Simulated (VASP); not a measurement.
# Run report: HfO₂, Born-charge calculation (part 3 of 4)

The same run, continued: HfO₂ (12 atoms in the cell); Kohn-Sham DFT of a periodic cell, LDA, VASP PAW LDA potentials, recommended, no spin polarisation (VASP 6.6.1); cutoff 600 eV, 4×4×4 k-mesh, Gaussian smearing of 0.02 eV. The structure derives from a Materials Project entry.

Geometry of the input (Å; fractional positions):
```
5.0942  0.0000  0.0000
0.0000  5.1506  0.0000
-0.8762  0.0000  5.2030
Hf 0.2761  0.4581  0.7079
Hf 0.7239  0.9581  0.7921
Hf 0.7239  0.5419  0.2921
Hf 0.2761  0.0419  0.2079
O  0.4480  0.7425  0.9786
O  0.5520  0.2425  0.5214
O  0.5520  0.2575  0.0214
O  0.4480  0.7575  0.4786
O  0.0684  0.3308  0.3463
O  0.9316  0.8308  0.1537
O  0.9316  0.6692  0.6537
O  0.0684  0.1692  0.8463
```

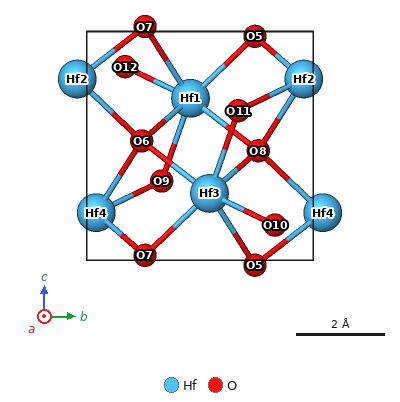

Figure 1. The input geometry (ball-and-stick view of the cell of the calculation, along the a axis; atoms are numbered from 1 in the order of the input). An atom can appear more than once, as a periodic image.

## Parts of OUTCAR, continued
```
 ------------------------------------
               1X          1Y          1Z          2X          2Y          2Z          3X          3Y          3Z          4X          4Y          4Z          5X          5Y          5Z          6X          6Y          6Z          7X          7Y          7Z          8X          8Y          8Z          9X          9Y          9Z         10X         10Y         10Z         11X         11Y         11Z         12X         12Y         12Z
  1X   -20.563538   -0.076690   -0.097900    8.102347   -1.802328    0.601323    6.786087    1.493899    2.787627   -5.238792    1.536665   -2.786066    0.905184   -0.076487    0.517129    1.474116   -0.593483   -0.821461    0.701206    0.078228   -0.501812   -0.141558   -0.475864    0.259304    1.776376   -0.508464    0.671589   -0.535058   -0.014292    0.117635    3.187148   -2.468029    0.197521    3.546483    2.906845   -0.944889
  1Y    -0.076112  -21.778985   -0.376765    1.800731    9.331273    0.935768    1.496493   -6.015836   -1.282445   -1.535186    7.175685   -1.284846    0.314529    2.379099    1.630903   -0.554666    1.448284    0.453678   -0.126969    1.543339    0.309422   -0.195950   -0.541038    0.762571   -0.525416    2.396781    0.185158   -0.645105   -0.931575    0.225506   -2.259713    2.006941   -0.259110    2.307365    2.986033   -1.299840
  1Z    -0.092503   -0.372472  -20.789706    0.608014   -0.940575   -3.761290    2.783232   -1.282635    5.735394   -2.788417    1.286083    7.130869    0.067639    1.005461    1.515230   -1.124821    0.964562    2.821183   -0.063989   -0.171508    0.801697    0.023210   -0.022874    1.173395    1.271340    0.281395    2.421220   -0.336576    0.218168   -0.920160    0.473883    0.062685    2.469865   -0.821011   -1.028290    1.402303
  2X     8.102347    1.802328    0.601323  -20.563538    0.076690   -0.097900   -5.238792   -1.536665   -2.786066    6.786087   -1.493899    2.787627    1.474116    0.593483   -0.821461    0.905184    0.076487    0.517129   -0.141558    0.475864    0.259304    0.701206   -0.078228   -0.501812   -0.535058    0.014292    0.117635    1.776376    0.508464    0.671589    3.546483   -2.906845   -0.944889    3.187148    2.468029    0.197521
  2Y    -1.800731    9.331273   -0.935768    0.076112  -21.778985    0.376765    1.535186    7.175685    1.284846   -1.496493   -6.015836    1.282445    0.554666    1.448284   -0.453678   -0.314529    2.379099   -1.630903    0.195950   -0.541038   -0.762571    0.126969    1.543339   -0.309422    0.645105   -0.931575   -0.225506    0.525416    2.396781   -0.185158   -2.307365    2.986033    1.299840    2.259713    2.006941    0.259110
  2Z     0.608014    0.940575   -3.761290   -0.092503    0.372472  -20.789706   -2.788417   -1.286083    7.130869    2.783232    1.282635    5.735394   -1.124821   -0.964562    2.821183    0.067639   -1.005461    1.515230    0.023210    0.022874    1.173395   -0.063989    0.171508    0.801697   -0.336576   -0.218168   -0.920160    1.271340   -0.281395    2.421220   -0.821011    1.028290    1.402303    0.473883   -0.062685    2.469865
  3X     6.786087    1.493899    2.787627   -5.238792    1.536665   -2.786066  -20.563538   -0.076690   -0.097900    8.102347   -1.802328    0.601323    0.701206    0.078228   -0.501812   -0.141558   -0.475864    0.259304    0.905184   -0.076487    0.517129    1.474116   -0.593483   -0.821461    3.187148   -2.468029    0.197521    3.546483    2.906845   -0.944889    1.776376   -0.508464    0.671589   -0.535058   -0.014292    0.117635
  3Y     1.496493   -6.015836   -1.282445   -1.535186    7.175685   -1.284846   -0.076112  -21.778985   -0.376765    1.800731    9.331273    0.935768   -0.126969    1.543339    0.309422   -0.195950   -0.541038    0.762571    0.314529    2.379099    1.630903   -0.554666    1.448284    0.453678   -2.259713    2.006941   -0.259110    2.307365    2.986033   -1.299840   -0.525416    2.396781    0.185158   -0.645105   -0.931575    0.225506
  3Z     2.783232   -1.282635    5.735394   -2.788417    1.286083    7.130869   -0.092503   -0.372472  -20.789706    0.608014   -0.940575   -3.761290   -0.063989   -0.171508    0.801697    0.023210   -0.022874    1.173395    0.067639    1.005461    1.515230   -1.124821    0.964562    2.821183    0.473883    0.062685    2.469865   -0.821011   -1.028290    1.402303    1.271340    0.281395    2.421220   -0.336576    0.218168   -0.920160
  4X    -5.238792   -1.536665   -2.786066    6.786087   -1.493899    2.787627    8.102347    1.802328    0.601323  -20.563538    0.076690   -0.097900   -0.141558    0.475864    0.259304    0.701206   -0.078228   -0.501812    1.474116    0.593483   -0.821461    0.905184    0.076487    0.517129    3.546483   -2.906845   -0.944889    3.187148    2.468029    0.197521   -0.535058    0.014292    0.117635    1.776376    0.508464    0.671589
  4Y     1.535186    7.175685    1.284846   -1.496493   -6.015836    1.282445   -1.800731    9.331273   -0.935768    0.076112  -21.778985    0.376765    0.195950   -0.541038   -0.762571    0.126969    1.543339   -0.309422    0.554666    1.448284   -0.453678   -0.314529    2.379099   -1.630903   -2.307365    2.986033    1.299840    2.259713    2.006941    0.259110    0.645105   -0.931575   -0.225506    0.525416    2.396781   -0.185158
  4Z    -2.788417   -1.286083    7.130869    2.783232    1.282635    5.735394    0.608014    0.940575   -3.761290   -0.092503    0.372472  -20.789706    0.023210    0.022874    1.173395   -0.063989    0.171508    0.801697   -1.124821   -0.964562    2.821183    0.067639   -1.005461    1.515230   -0.821011    1.028290    1.402303    0.473883   -0.062685    2.469865   -0.336576   -0.218168   -0.920160    1.271340   -0.281395    2.421220
  5X     0.904932    0.317363    0.071749    1.470591    0.549785   -1.119147    0.704024   -0.128985   -0.064354   -0.141064    0.194262    0.018206  -10.578921   -1.561344   -0.196910   -0.714705    0.277883   -0.176933   -0.697432    0.024926    0.171859   -0.592903   -0.077994   -1.248872    1.337020   -0.680292    0.202662    4.871805    1.122910    1.214595    1.727599   -0.279585    0.457736    1.709055    0.241070    0.669409
  5Y    -0.080089    2.379552    1.002136    0.589085    1.455013   -0.966587    0.081080    1.545914   -0.165697    0.481519   -0.540933    0.027103   -1.560229  -13.073676   -1.953978   -0.277055    0.530841    0.079466    0.020242    6.671217    0.053758    0.071095   -1.086832    0.185345   -0.723943    1.686675    1.595432    0.597762   -0.584064    0.420098    0.369625   -0.753039   -0.113814    0.430907    1.769332   -0.163263
  5Z     0.522727    1.630559    1.504109   -0.814327   -0.451193    2.810116   -0.512508    0.313713    0.810436    0.254953   -0.764952    1.182637   -0.194280   -1.957130  -13.075740   -0.177114   -0.074580    0.697231    0.169740    0.057755   -1.290051   -1.248949   -0.191003    6.198552    0.300581    0.610094    1.291956    1.317346    0.646467   -0.219395    0.608797    0.367476    1.043665   -0.226965   -0.187207   -0.953516
  6X     1.470591   -0.549785   -1.119147    0.904932   -0.317363    0.071749   -0.141064   -0.194262    0.018206    0.704024    0.128985   -0.064354   -0.714705   -0.277883   -0.176933  -10.578921    1.561344   -0.196910   -0.592903    0.077994   -1.248872   -0.697432   -0.024926    0.171859    4.871805   -1.122910    1.214595    1.337020    0.680292    0.202662    1.709055   -0.241070    0.669409    1.727599    0.279585    0.457736
  6Y    -0.589085    1.455013    0.966587    0.080089    2.379552   -1.002136   -0.481519   -0.540933   -0.027103   -0.081080    1.545914    0.165697    0.277055    0.530841   -0.079466    1.560229  -13.073676    1.953978   -0.071095   -1.086832   -0.185345   -0.020242    6.671217   -0.053758   -0.597762   -0.584064   -0.420098    0.723943    1.686675   -1.595432   -0.430907    1.769332    0.163263   -0.369625   -0.753039    0.113814
  6Z    -0.814327    0.451193    2.810116    0.522727   -1.630559    1.504109    0.254953    0.764952    1.182637   -0.512508   -0.313713    0.810436   -0.177114    0.074580    0.697231   -0.194280    1.957130  -13.075740   -1.248949    0.191003    6.198552    0.169740   -0.057755   -1.290051    1.317346   -0.646467   -0.219395    0.300581   -0.610094    1.291956   -0.226965    0.187207   -0.953516    0.608797   -0.367476    1.043665
  7X     0.704024   -0.128985   -0.064354   -0.141064    0.194262    0.018206    0.904932    0.317363    0.071749    1.470591    0.549785   -1.119147   -0.697432    0.024926    0.171859   -0.592903   -0.077994   -1.248872  -10.578921   -1.561344   -0.196910   -0.714705    0.277883   -0.176933    1.727599   -0.279585    0.457736    1.709055    0.241070    0.669409    1.337020   -0.680292    0.202662    4.871805    1.122910    1.214595
  7Y     0.081080    1.545914   -0.165697    0.481519   -0.540933    0.027103   -0.080089    2.379552    1.002136    0.589085    1.455013   -0.966587    0.020242    6.671217    0.053758    0.071095   -1.086832    0.185345   -1.560229  -13.073676   -1.953978   -0.277055    0.530841    0.079466    0.369625   -0.753039   -0.113814    0.430907    1.769332   -0.163263   -0.723943    1.686675    1.595432    0.597762   -0.584064    0.420098
  7Z    -0.512508    0.313713    0.810436    0.254953   -0.764952    1.182637    0.522727    1.630559    1.504109   -0.814327   -0.451193    2.810116    0.169740    0.057755   -1.290051   -1.248949   -0.191003    6.198552   -0.194280   -1.957130  -13.075740   -0.177114   -0.074580    0.697231    0.608797    0.367476    1.043665   -0.226965   -0.187207   -0.953516    0.300581    0.610094    1.291956    1.317346    0.646467   -0.219395
  8X    -0.141064   -0.194262    0.018206    0.704024    0.128985   -0.064354    1.470591   -0.549785   -1.119147    0.904932   -0.317363    0.071749   -0.592903    0.077994   -1.248872   -0.697432   -0.024926    0.171859   -0.714705   -0.277883   -0.176933  -10.578921    1.561344   -0.196910    1.709055   -0.241070    0.669409    1.727599    0.279585    0.457736    4.871805   -1.122910    1.214595    1.337020    0.680292    0.202662
  8Y    -0.481519   -0.540933   -0.027103   -0.081080    1.545914    0.165697   -0.589085    1.455013    0.966587    0.080089    2.379552   -1.002136   -0.071095   -1.086832   -0.185345   -0.020242    6.671217   -0.053758    0.277055    0.530841   -0.079466    1.560229  -13.073676    1.953978   -0.430907    1.769332    0.163263   -0.369625   -0.753039    0.113814   -0.597762   -0.584064   -0.420098    0.723943    1.686675   -1.595432
  8Z     0.254953    0.764952    1.182637   -0.512508   -0.313713    0.810436   -0.814327    0.451193    2.810116    0.522727   -1.630559    1.504109   -1.248949    0.191003    6.198552    0.169740   -0.057755   -1.290051   -0.177114    0.074580    0.697231   -0.194280    1.957130  -13.075740   -0.226965    0.187207   -0.953516    0.608797   -0.367476    1.043665    1.317346   -0.646467   -0.219395    0.300581   -0.610094    1.291956
  9X     1.778630   -0.526182    1.274773   -0.536570    0.648072   -0.334636    3.185768   -2.259356    0.471876    3.543608   -2.307889   -0.823001    1.335594   -0.720671    0.298302    4.871955   -0.601459    1.314754    1.729820    0.367624    0.612159    1.710683   -0.429181   -0.224049  -16.486658    8.354693   -1.095871   -0.980974   -1.096131    0.673675    0.306499   -1.344410   -1.499190   -0.458356   -0.085109   -0.668793
  9Y    -0.509653    2.390423    0.288708    0.012397   -0.928129   -0.207266   -2.467301    2.008076    0.055788   -2.907094    2.981902    1.020998   -0.678506    1.686066    0.608763   -1.122723   -0.589921   -0.645457   -0.278742   -0.757159    0.368718   -0.242756    1.767951    0.190462    8.357435  -13.754330   -3.996185    1.098295    3.772666    0.036169   -1.346559    1.770645    2.042007    0.085206   -0.348191    0.237294
  9Z     0.673952    0.185489    2.413701    0.117533   -0.223186   -0.922155    0.198614   -0.262261    2.467949   -0.945283    1.303353    1.404858    0.199777    1.593353    1.293474    1.215514   -0.419498   -0.218536    0.459941   -0.112551    1.040510    0.670951    0.163616   -0.956745   -1.096149   -3.995174  -11.947521    0.670374   -0.039881    0.463913   -1.496911    2.041425    0.945817   -0.668313   -0.234686    4.014735
 10X    -0.536570   -0.648072   -0.334636    1.778630    0.526182    1.274773    3.543608    2.307889   -0.823001    3.185768    2.259356    0.471876    4.871955    0.601459    1.314754    1.335594    0.720671    0.298302    1.710683    0.429181   -0.224049    1.729820   -0.367624    0.612159   -0.980974    1.096131    0.673675  -16.486658   -8.354693   -1.095871   -0.458356    0.085109   -0.668793    0.306499    1.344410   -1.499190
 10Y    -0.012397   -0.928129    0.207266    0.509653    2.390423   -0.288708    2.907094    2.981902   -1.020998    2.467301    2.008076   -0.055788    1.122723   -0.589921    0.645457    0.678506    1.686066   -0.608763    0.242756    1.767951   -0.190462    0.278742   -0.757159   -0.368718   -1.098295    3.772666   -0.036169   -8.357435  -13.754330    3.996185   -0.085206   -0.348191   -0.237294    1.346559    1.770645   -2.042007
 10Z     0.117533    0.223186   -0.922155    0.673952   -0.185489    2.413701   -0.945283   -1.303353    1.404858    0.198614    0.262261    2.467949    1.215514    0.419498   -0.218536    0.199777   -1.593353    1.293474    0.670951   -0.163616   -0.956745    0.459941    0.112551    1.040510    0.670374    0.039881    0.463913   -1.096149    3.995174  -11.947521   -0.668313    0.234686    4.014735   -1.496911   -2.041425    0.945817
 11X     3.185768   -2.259356    0.471876    3.543608   -2.307889   -0.823001    1.778630   -0.526182    1.274773   -0.536570    0.648072   -0.334636    1.729820    0.367624    0.612159    1.710683   -0.429181   -0.224049    1.335594   -0.720671    0.298302    4.871955   -0.601459    1.314754    0.306499   -1.344410   -1.499190   -0.458356   -0.085109   -0.668793  -16.486658    8.354693   -1.095871   -0.980974   -1.096131    0.673675
 11Y    -2.467301    2.008076    0.055788   -2.907094    2.981902    1.020998   -0.509653    2.390423    0.288708    0.012397   -0.928129   -0.207266   -0.278742   -0.757159    0.368718   -0.242756    1.767951    0.190462   -0.678506    1.686066    0.608763   -1.122723   -0.589921   -0.645457   -1.346559    1.770645    2.042007    0.085206   -0.348191    0.237294    8.357435  -13.754330   -3.996185    1.098295    3.772666    0.036169
 11Z     0.198614   -0.262261    2.467949   -0.945283    1.303353    1.404858    0.673952    0.185489    2.413701    0.117533   -0.223186   -0.922155    0.459941   -0.112551    1.040510    0.670951    0.163616   -0.956745    0.199777    1.593353    1.293474    1.215514   -0.419498   -0.218536   -1.496911    2.041425    0.945817   -0.668313   -0.234686    4.014735   -1.096149   -3.995174  -11.947521    0.670374   -0.039881    0.463913
 12X     3.543608    2.307889   -0.823001    3.185768    2.259356    0.471876   -0.536570   -0.648072   -0.334636    1.778630    0.526182    1.274773    1.710683    0.429181   -0.224049    1.729820   -0.367624    0.612159    4.871955    0.601459    1.314754    1.335594    0.720671    0.298302   -0.458356    0.085109   -0.668793    0.306499    1.344410   -1.499190   -0.980974    1.096131    0.673675  -16.486658   -8.354693   -1.095871
 12Y     2.907094    2.981902   -1.020998    2.467301    2.008076   -0.055788   -0.012397   -0.928129    0.207266    0.509653    2.390423   -0.288708    0.242756    1.767951   -0.190462    0.278742   -0.757159   -0.368718    1.122723   -0.589921    0.645457    0.678506    1.686066   -0.608763   -0.085206   -0.348191   -0.237294    1.346559    1.770645   -2.042007   -1.098295    3.772666   -0.036169   -8.357435  -13.754330    3.996185
 12Z    -0.945283   -1.303353    1.404858    0.198614    0.262261    2.467949    0.117533    0.223186   -0.922155    0.673952   -0.185489    2.413701    0.670951   -0.163616   -0.956745    0.459941    0.112551    1.040510    1.215514    0.419498   -0.218536    0.199777   -1.593353    1.293474   -0.668313    0.234686    4.014735   -1.496911   -2.041425    0.945817    0.670374    0.039881    0.463913   -1.096149    3.995174  -11.947521

 Eigenvectors and eigenvalues of the dynamical matrix
   1 f  =   22.726453 THz   142.794518 2PiTHz  758.072888 cm-1    93.989017 meV
   2 f  =   21.518553 THz   135.205058 2PiTHz  717.781679 cm-1    88.993546 meV
   3 f  =   19.520134 THz   122.648621 2PiTHz  651.121592 cm-1    80.728752 meV
   4 f  =   19.123466 THz   120.156283 2PiTHz  637.890174 cm-1    79.088266 meV
   5 f  =   18.369671 THz   115.420045 2PiTHz  612.746261 cm-1    75.970820 meV
   6 f  =   17.659038 THz   110.955008 2PiTHz  589.042104 cm-1    73.031880 meV
   7 f  =   16.661654 THz   104.688258 2PiTHz  555.772948 cm-1    68.907032 meV
   8 f  =   15.943390 THz   100.175271 2PiTHz  531.814234 cm-1    65.936532 meV
   9 f  =   15.048349 THz    94.551567 2PiTHz  501.958902 cm-1    62.234944 meV
  10 f  =   14.911203 THz    93.689851 2PiTHz  497.384192 cm-1    61.667752 meV
  11 f  =   14.740789 THz    92.619107 2PiTHz  491.699783 cm-1    60.962976 meV
  12 f  =   14.449013 THz    90.785824 2PiTHz  481.967184 cm-1    59.756288 meV
  13 f  =   11.914602 THz    74.861654 2PiTHz  397.428353 cm-1    49.274814 meV
  14 f  =   11.523928 THz    72.406974 2PiTHz  384.396857 cm-1    47.659115 meV
  15 f  =   11.297066 THz    70.981559 2PiTHz  376.829558 cm-1    46.720890 meV
  16 f  =   11.098052 THz    69.731119 2PiTHz  370.191175 cm-1    45.897835 meV
  17 f  =    9.976892 THz    62.686661 2PiTHz  332.793293 cm-1    41.261091 meV
  18 f  =    9.879195 THz    62.072814 2PiTHz  329.534478 cm-1    40.857050 meV
  19 f  =    9.751475 THz    61.270325 2PiTHz  325.274194 cm-1    40.328842 meV
  20 f  =    9.394731 THz    59.028834 2PiTHz  313.374484 cm-1    38.853467 meV
  21 f  =    9.183106 THz    57.699154 2PiTHz  306.315430 cm-1    37.978256 meV
  22 f  =    7.705394 THz    48.414417 2PiTHz  257.024269 cm-1    31.866934 meV
  23 f  =    7.485750 THz    47.034356 2PiTHz  249.697752 cm-1    30.958562 meV
  24 f  =    7.273115 THz    45.698328 2PiTHz  242.604994 cm-1    30.079172 meV
  25 f  =    7.107598 THz    44.658356 2PiTHz  237.083955 cm-1    29.394651 meV
  26 f  =    6.785021 THz    42.631546 2PiTHz  226.323950 cm-1    28.060581 meV
  27 f  =    5.359657 THz    33.675716 2PiTHz  178.778901 cm-1    22.165749 meV
  28 f  =    4.868709 THz    30.591000 2PiTHz  162.402647 cm-1    20.135353 meV
  29 f  =    4.474856 THz    28.116349 2PiTHz  149.265125 cm-1    18.506509 meV
  30 f  =    3.872725 THz    24.333050 2PiTHz  129.180206 cm-1    16.016297 meV
  31 f  =    3.839172 THz    24.122228 2PiTHz  128.060985 cm-1    15.877531 meV
  32 f  =    3.833384 THz    24.085865 2PiTHz  127.867943 cm-1    15.853597 meV
  33 f  =    3.640298 THz    22.872666 2PiTHz  121.427265 cm-1    15.055055 meV
  34 f/i=    0.002607 THz     0.016382 2PiTHz    0.086969 cm-1     0.010783 meV
  35 f/i=    0.004113 THz     0.025842 2PiTHz    0.137193 cm-1     0.017010 meV
  36 f/i=    0.006224 THz     0.039105 2PiTHz    0.207604 cm-1     0.025740 meV

 MACROSCOPIC STATIC DIELECTRIC TENSOR IONIC CONTRIBUTION
 ------------------------------------------------------
          15.911288     0.000000     1.515366
           0.000000    14.105203    -0.000000
           1.515366    -0.000000    10.988215
 ------------------------------------------------------

 ELASTIC MODULI CONTR FROM IONIC RELAXATION (kBar)
 Direction    XX          YY          ZZ          XY          YZ          ZX
 --------------------------------------------------------------------------------
 XX        -870.1829    -29.0424   -367.3690     -0.0000      0.0000    -84.6279
 YY         -29.0424   -241.8136    133.4431      0.0000      0.0000    -38.9436
 ZZ        -367.3690    133.4431  -1027.2998     -0.0000     -0.0000    -15.7840
 XY          -0.0000      0.0000     -0.0000   -392.9250     77.3535      0.0000
 YZ           0.0000      0.0000     -0.0000     77.3535   -221.7104      0.0000
 ZX         -84.6279    -38.9436    -15.7840      0.0000      0.0000   -196.9594
 --------------------------------------------------------------------------------

 PIEZOELECTRIC TENSOR IONIC CONTR  for field in x, y, z        (C/m^2)
          XX          YY          ZZ          XY          YZ          ZX
  --------------------------------------------------------------------------------
  x     0.00000    -0.00000     0.00000     0.00000    -0.00000     0.00000
  y    -0.00000     0.00000    -0.00000    -0.00000     0.00000     0.00000
  z    -0.00000     0.00000    -0.00000     0.00000    -0.00000     0.00000
```
